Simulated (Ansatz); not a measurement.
**TiAl: a failed or faulty run and its cure**

System: TiAl (slab, 12 atoms in the cell).
Method of the first run: DFT, PBE, plane waves, PAW, PAW set soft_1, no spin polarisation (Ansatz 0.2.0).

The structure derives from an entry of the Crystallography Open Database. Some settings of this run were made unusual or wrong on purpose. Text and figures count atoms from 1; the logs count them from 0 in places.

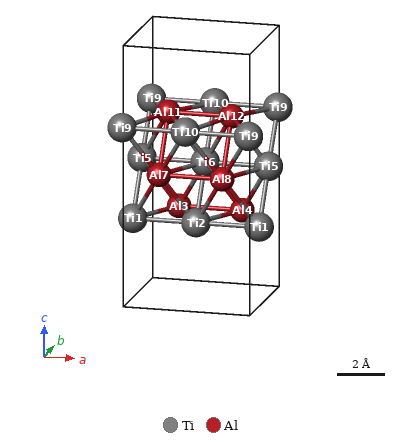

**Figure 1.** The structure as given in the input (ball-and-stick view of the cell of the calculation, with the vacuum cut short, seen slightly off an axis; atoms are numbered from 1 in the order of the input). An atom can appear more than once, as a periodic image.

### Input file, the first run
```yaml
crystal:
  lattice:
    - [5.6437148484, 0.0, 0.0]
    - [0.0, 4.9580382202, 0.0]
    - [0.0, 0.0, 20.1871503241]
  atoms:
    - { symbol: Ti, position: [0.0, 0.32392942, 0.198145847] }
    - { symbol: Ti, position: [0.5, 0.32392942, 0.198145847] }
    - { symbol: Al, position: [0.25, 0.82392942, 0.198145847] }
    - { symbol: Al, position: [0.75, 0.82392942, 0.198145847] }
    - { symbol: Ti, position: [0.0, 0.6376472326, 0.3123548605] }
    - { symbol: Ti, position: [0.5, 0.6376472326, 0.3123548605] }
    - { symbol: Al, position: [0.25, 0.1401678783, 0.3113266784] }
    - { symbol: Al, position: [0.75, 0.1401678783, 0.3113266784] }
    - { symbol: Ti, position: [0.0, 0.9594831316, 0.4225709848] }
    - { symbol: Ti, position: [0.5, 0.9594831316, 0.4225709848] }
    - { symbol: Al, position: [0.25, 0.4565330558, 0.4303306898] }
    - { symbol: Al, position: [0.75, 0.4565330558, 0.4303306898] }
basis:
  ecutwfc: 420
kpoints:
  mp_grid: { grid: [1, 1, 1] }
hamiltonian:
  xc: pbe
  pseudopotentials: { kind: paw, azcp: { folder: soft_1 } }
scf:
  occupations: { method: gaussian, width: 0.1 }
  max_iter: 100
output:
  forces: true
  eigenvalues: true
efield:
  axis: 3
  dipole_correction: true
  ramp_width: 0.04
```

Command:
```bash
ansatz run input.yaml --threads 4 --pin off --max-ram 12288MiB --backend cpu --events-out ev --progress --plain --runs-dir out
```

Hardware: 4 threads of Arm Neoverse N1, 98 GiB of memory available, shared host.

### Output, shortened to warnings, some set-up lines, iterations and results (the first run)
```
Basis set: ecut = 420 eV, 11073 PW (Γ), exchange–correlation on 80×72×270 points (8 copies of the dense FFT grid, shifted against one another)
Symmetry: 4 space group operations
k-points: 1
Initial density: superposition of atomic densities (neutral atoms: chi_scale 0, normalization atom)
[...]
SCF iter   1: F=—  HF=-18231.536120 eV  |F-HF|=—  |Δ(HF+E_count)|=         —  Δρ=3.77e-2  dr2=4.43e1  ethr=3.10e-3  p=-0.000 e·Å  D=-2.72e-7 V/Å  ΔV_dip=0.00 eV  …
SCF iter   2: F=—  HF=-18227.855018 eV  |F-HF|=—  |Δ(HF+E_count)|=    3.68e0  Δρ=4.85e-2  dr2=2.91e1  ethr=3.10e-3  p=-0.007 e·Å  D=-2.16e-3 V/Å  ΔV_dip=0.04 eV  …
SCF iter   3: F=—  HF=-18225.268545 eV  |F-HF|=—  |Δ(HF+E_count)|=    2.59e0  Δρ=1.22e-2  dr2=2.64e0  ethr=3.10e-3  p=-0.010 e·Å  D=-3.08e-3 V/Å  ΔV_dip=0.06 eV  …
SCF iter   4: F=—  HF=-18225.080118 eV  |F-HF|=—  |Δ(HF+E_count)|=   1.88e-1  Δρ=5.80e-3  dr2=4.71e-1  ethr=2.93e-3  p=-0.013 e·Å  D=-4.25e-3 V/Å  ΔV_dip=0.09 eV  …
SCF iter   5: F=—  HF=-18225.118736 eV  |F-HF|=—  |Δ(HF+E_count)|=   3.86e-2  Δρ=3.84e-3  dr2=1.15e-1  ethr=5.23e-4  p=-0.020 e·Å  D=-6.53e-3 V/Å  ΔV_dip=0.13 eV  …
[... 6 lines ...]
SCF iter  12: F=—  HF=-18225.153726 eV  |F-HF|=—  |Δ(HF+E_count)|=   1.65e-5  Δρ=2.91e-5  dr2=4.15e-6  ethr=1.31e-8  p=-0.029 e·Å  D=-9.26e-3 V/Å  ΔV_dip=0.19 eV  …
SCF iter  13: F=—  HF=-18225.153728 eV  |F-HF|=—  |Δ(HF+E_count)|=   1.74e-6  Δρ=1.64e-5  dr2=6.46e-7  ethr=4.61e-9  p=-0.029 e·Å  D=-9.26e-3 V/Å  ΔV_dip=0.19 eV  …
SCF iter  14: F=—  HF=-18225.153730 eV  |F-HF|=—  |Δ(HF+E_count)|=   1.49e-6  Δρ=6.02e-6  dr2=1.66e-7  ethr=7.18e-10  p=-0.029 e·Å  D=-9.27e-3 V/Å  ΔV_dip=0.19 eV  …
SCF iter  15: F=-18225.153730 eV  HF=-18225.153730 eV  |F-HF|=2.19e-7  |Δ(HF+E_count)|=   5.06e-7  Δρ=2.93e-6  dr2=2.70e-8  ethr=1.11e-10  p=-0.029 e·Å  D=-9.27e-3 V/Å  …
SCF 1 converged in 15 iterations: F = -18225.153730 eV  dr2 = 2.70e-8
SCF converged after 15 iterations
Free energy (F): -18225.153730 eV
Harris-Foulkes:  -18225.153730 eV  (|F-HF|=2.19e-7)
Internal energy: -18224.985961 eV  (E = F + TS)
E sigma→0 (E₀):  -18225.069846 eV
Entropy (-TS):   -0.167769 eV (-13.981 meV/atom)
Fermi energy:    0.717351 eV
Dipole field:    D = -0.009255 V/Å  (p = -0.028890 e·Å, saw-weighted, corrected)
Work function:   Φ+ = 4.8601 eV   Φ− = 4.6733 eV
Levels:          The Fermi level and band energies are counted from a zero that moves with the ramp; work functions are not
--- Per-component energies (eV) ---
  E_band       = -1899.618053
  E_kinetic    = 1808.399762
  E_local      = -46627.917277  (includes V_loc(G=0)·N_el)
  E_nonlocal   = 428.807178
  E_hartree    = 22296.413656
  E_xc         = -916.651261
  E_vxc        = -1038.859636  (∫ρ·V_xc dr)
  E_paw        = -9069.992770  (= ΣΔE_a)
  E_vpaw       = -1062.816864  (= ΣTr[D̂ρ^β])
  E_aug_tail   = -0.000490  (compensation charges beyond the density's cutoff)
  E_efield     = 0.000134  (sawtooth field / dipole correction)
  E_vefield    = -0.046233  (∫n·V_field dr)
  E_ewald      = 13855.955107
  E_smearing   = -0.167769  (= −TS)
  E_closure    = -0.000000  (closes the sum)
  Σ components = -18225.153730   (vs F -18225.153730, Δ=0.00e0)
--- Forces (eV/Å), atoms counted from 1 ---
  atom   1  Ti     0.00000000    -0.29019818    -0.01879964
  atom   2  Ti     0.00000000    -0.29019818    -0.01879964
  atom   3  Al     0.00000000     0.05581301     0.01330630
  atom   4  Al     0.00000000     0.05581301     0.01330630
  atom   5  Ti    -0.00000000    -0.11886124     0.04816691
  atom   6  Ti     0.00000000    -0.11886124     0.04816691
  atom   7  Al     0.00000000     0.03116615    -0.00795023
  atom   8  Al     0.00000000     0.03116615    -0.00795023
  atom   9  Ti    -0.00000000     0.38720618     0.27279162
  atom  10  Ti    -0.00000000     0.38720618     0.27279162
  atom  11  Al     0.00000000    -0.06512325    -0.30753263
  atom  12  Al     0.00000000    -0.06512325    -0.30753263
  max |Σ_I F_I| component: 3.54e-5 eV/Å
```

What went wrong, and how is the input to be mended?

Answer. The input was spoiled on purpose: one k-point for a small cell (`kpoints.mp_grid.grid`). One point cannot sample the zone of a small cell. The run converged all the same; its numbers are those of the faulty input and shouldn't be used.

A run of the same system that converges differs from this input as follows (lines with − go, lines with + come):
```diff
-  mp_grid: { grid: [1, 1, 1] }
+  mp_grid: { grid: [5, 6, 1] }
-  max_iter: 100
```

### Output, shortened to warnings, some set-up lines, iterations and results (the second run)
```
Basis set: ecut = 420 eV, 11073 PW (Γ), exchange–correlation on 80×72×270 points (8 copies of the dense FFT grid, shifted against one another)
Symmetry: 4 space group operations
k-points: 12 of 30 (time reversal used)
Initial density: superposition of atomic densities (neutral atoms: chi_scale 0, normalization atom)
[...]
SCF iter   1: F=—  HF=-18228.054400 eV  |F-HF|=—  |Δ(HF+E_count)|=         —  Δρ=3.79e-2  dr2=5.25e1  ethr=3.10e-3  p=-0.000 e·Å  D=-2.72e-7 V/Å  ΔV_dip=0.00 eV  …
SCF iter   2: F=—  HF=-18224.106582 eV  |F-HF|=—  |Δ(HF+E_count)|=    3.95e0  Δρ=3.64e-2  dr2=3.89e1  ethr=3.10e-3  p=0.003 e·Å  D=9.06e-4 V/Å  ΔV_dip=-0.02 eV  …
SCF iter   3: F=—  HF=-18222.114980 eV  |F-HF|=—  |Δ(HF+E_count)|=    1.99e0  Δρ=8.76e-3  dr2=2.22e0  ethr=3.10e-3  p=0.001 e·Å  D=2.72e-4 V/Å  ΔV_dip=-0.01 eV  …
SCF iter   4: F=—  HF=-18221.959283 eV  |F-HF|=—  |Δ(HF+E_count)|=   1.56e-1  Δρ=2.63e-3  dr2=8.86e-2  ethr=2.47e-3  p=-0.015 e·Å  D=-4.68e-3 V/Å  ΔV_dip=0.09 eV  …
SCF iter   5: F=—  HF=-18221.952543 eV  |F-HF|=—  |Δ(HF+E_count)|=   6.74e-3  Δρ=1.62e-3  dr2=4.47e-2  ethr=9.84e-5  p=-0.017 e·Å  D=-5.58e-3 V/Å  ΔV_dip=0.11 eV  …
SCF iter   6: F=—  HF=-18221.954739 eV  |F-HF|=—  |Δ(HF+E_count)|=   2.20e-3  Δρ=7.88e-4  dr2=1.26e-2  ethr=4.97e-5  p=-0.017 e·Å  D=-5.30e-3 V/Å  ΔV_dip=0.11 eV  …
SCF iter   7: F=—  HF=-18221.954919 eV  |F-HF|=—  |Δ(HF+E_count)|=   1.80e-4  Δρ=2.63e-4  dr2=9.94e-4  ethr=1.40e-5  p=-0.016 e·Å  D=-5.20e-3 V/Å  ΔV_dip=0.10 eV  …
SCF iter   8: F=—  HF=-18221.955065 eV  |F-HF|=—  |Δ(HF+E_count)|=   1.46e-4  Δρ=6.91e-5  dr2=2.39e-5  ethr=1.10e-6  p=-0.016 e·Å  D=-5.00e-3 V/Å  ΔV_dip=0.10 eV  …
SCF iter   9: F=—  HF=-18221.955160 eV  |F-HF|=—  |Δ(HF+E_count)|=   9.53e-5  Δρ=2.53e-5  dr2=2.76e-6  ethr=2.66e-8  p=-0.015 e·Å  D=-4.93e-3 V/Å  ΔV_dip=0.10 eV  …
SCF iter  10: F=—  HF=-18221.955165 eV  |F-HF|=—  |Δ(HF+E_count)|=   4.66e-6  Δρ=9.73e-6  dr2=2.95e-7  ethr=3.07e-9  p=-0.015 e·Å  D=-4.91e-3 V/Å  ΔV_dip=0.10 eV  …
SCF iter  11: F=-18221.955166 eV  HF=-18221.955166 eV  |F-HF|=8.88e-8  |Δ(HF+E_count)|=   9.97e-7  Δρ=3.02e-6  dr2=4.48e-8  ethr=1.11e-10  p=-0.015 e·Å  D=-4.89e-3 V/Å  …
SCF 1 converged in 11 iterations: F = -18221.955166 eV  dr2 = 4.48e-8
SCF converged after 11 iterations
Free energy (F): -18221.955166 eV
Harris-Foulkes:  -18221.955166 eV  (|F-HF|=8.88e-8)
Internal energy: -18221.883016 eV  (E = F + TS)
E sigma→0 (E₀):  -18221.919091 eV
Entropy (-TS):   -0.072150 eV (-6.013 meV/atom)
Fermi energy:    1.100740 eV
Dipole field:    D = -0.004932 V/Å  (p = -0.015396 e·Å, saw-weighted, corrected)
Work function:   Φ+ = 4.2823 eV   Φ− = 4.1828 eV
Levels:          The Fermi level and band energies are counted from a zero that moves with the ramp; work functions are not
--- Per-component energies (eV) ---
  E_band       = -1873.137058
  E_kinetic    = 1814.255527
  E_local      = -46654.365196  (includes V_loc(G=0)·N_el)
  E_nonlocal   = 429.364154
  E_hartree    = 22321.003787
  E_xc         = -916.822886
  E_vxc        = -1039.156243  (∫ρ·V_xc dr)
  E_paw        = -9071.273054  (= ΣΔE_a)
  E_vpaw       = -1065.212713  (= ΣTr[D̂ρ^β])
  E_aug_tail   = -0.000492  (compensation charges beyond the density's cutoff)
  E_efield     = 0.000038  (sawtooth field / dipole correction)
  E_vefield    = -0.024706  (∫n·V_field dr)
  E_ewald      = 13855.955107
  E_smearing   = -0.072150  (= −TS)
  E_closure    = -0.000000  (closes the sum)
  Σ components = -18221.955166   (vs F -18221.955166, Δ=0.00e0)
--- Forces (eV/Å), atoms counted from 1 ---
  atom   1  Ti     0.00000000    -0.00500182     0.30351027
  atom   2  Ti     0.00000000    -0.00500182     0.30351027
  atom   3  Al    -0.00000000     0.00417254    -0.30299857
  atom   4  Al    -0.00000000     0.00417254    -0.30299857
  atom   5  Ti     0.00000000    -0.00050575     0.00176297
  atom   6  Ti     0.00000000    -0.00050575     0.00176297
  atom   7  Al     0.00000000     0.00057345    -0.00027255
  atom   8  Al     0.00000000     0.00057345    -0.00027255
  atom   9  Ti     0.00000000     0.00193779    -0.00179171
  atom  10  Ti     0.00000000     0.00193779    -0.00179171
  atom  11  Al     0.00000000    -0.00117621    -0.00017726
  atom  12  Al     0.00000000    -0.00117621    -0.00017726
  max |Σ_I F_I| component: 6.63e-5 eV/Å
```

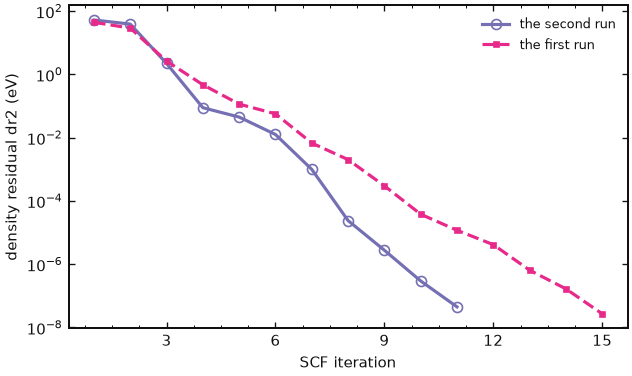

**Figure 2.** Convergence of the two runs: density residual dr2 against the SCF iteration. The second run takes 11 iterations in all, and the first run takes 15.

### The two runs side by side

| quantity | the first run | the second run |
| --- | --- | --- |
| outcome | converged | converged |
| free energy per atom (eV) | −1518.7628 | −1518.4963 |
| energy per atom, smearing taken to zero (eV) | −1518.7558 | −1518.4933 |
| work function (eV) | – | 4.28 |
| largest force (eV/Å) | 0.474 | 0.304 |
| SCF iterations | 15 | 11 |
| irreducible k-points | 1 | 12 |
| plane waves at Γ | 11073 | 11073 |
| wall time (shared host) | 3.4 s | 21 s |

The free energy of the second run is 266.5 meV per atom higher, which comes mainly from the change of mesh; a solver setting shouldn't move a converged energy. The largest force goes from 0.474 to 0.304 eV/Å. The SCF takes 11 iterations against 15. The irreducible k-points go from 1 to 12. On the same kind of shared host the second run took about 6.2 times as long.
